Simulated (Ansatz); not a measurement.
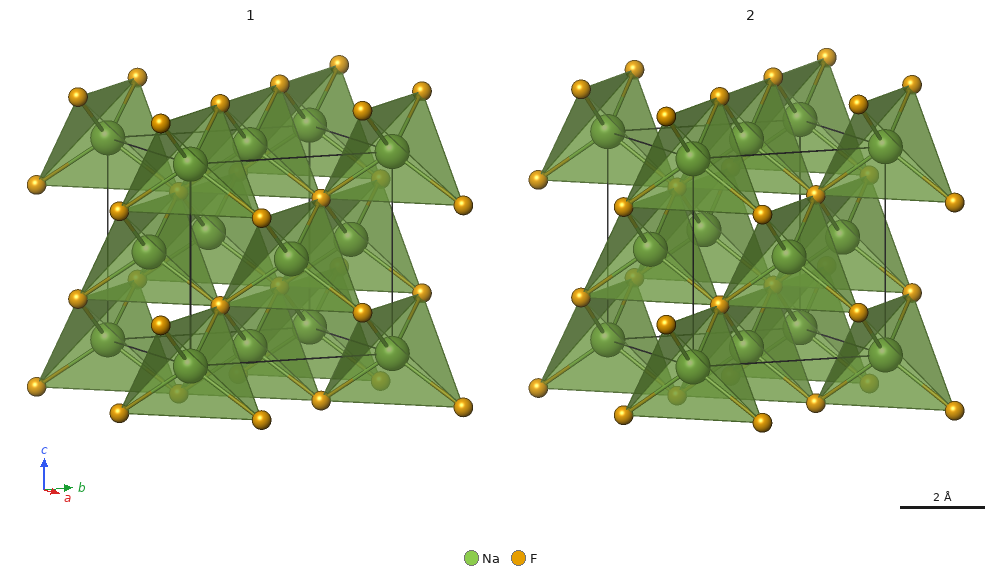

Two geometries of crystalline NaF (built on the zincblende type) at its r2SCAN-relaxed geometry: one is the relaxed structure, the other was perturbed away from it. The picture is a polyhedral view of the conventional cell (4 times the calculation's cell), seen slightly off an axis. Lengths and directions refer to the drawn axes.

Level of theory: DFT, r2SCAN, plane waves, PAW (Ansatz). (plane-wave cutoff 500 eV; k-point mesh 8 × 8 × 8; occupations fixed; no spin polarisation)

Q: Which is the distorted one, and what does the distortion cost?

A: Structure 1 is the perturbed one. The cell is strained by +4.9 % along b and −3.0 % across it (volume −1.3 %). The atoms and the free axis were relaxed with r2SCAN under that strain, and this is a single point on that geometry. Among the bonded contacts that change: F–Na 2.192 → 2.186 Å. The space group (tolerance 0.01 Å) goes from F-43m (No. 216) to I-4m2 (No. 119). It costs 1.4 meV per atom. The pressure goes from 0.0 to 0.4 GPa. The principal stresses (compression positive) are 0.0 GPa along b and 0.5 GPa across it. All forces vanish by symmetry. The band gap: 6.26 eV before, 6.25 eV after.
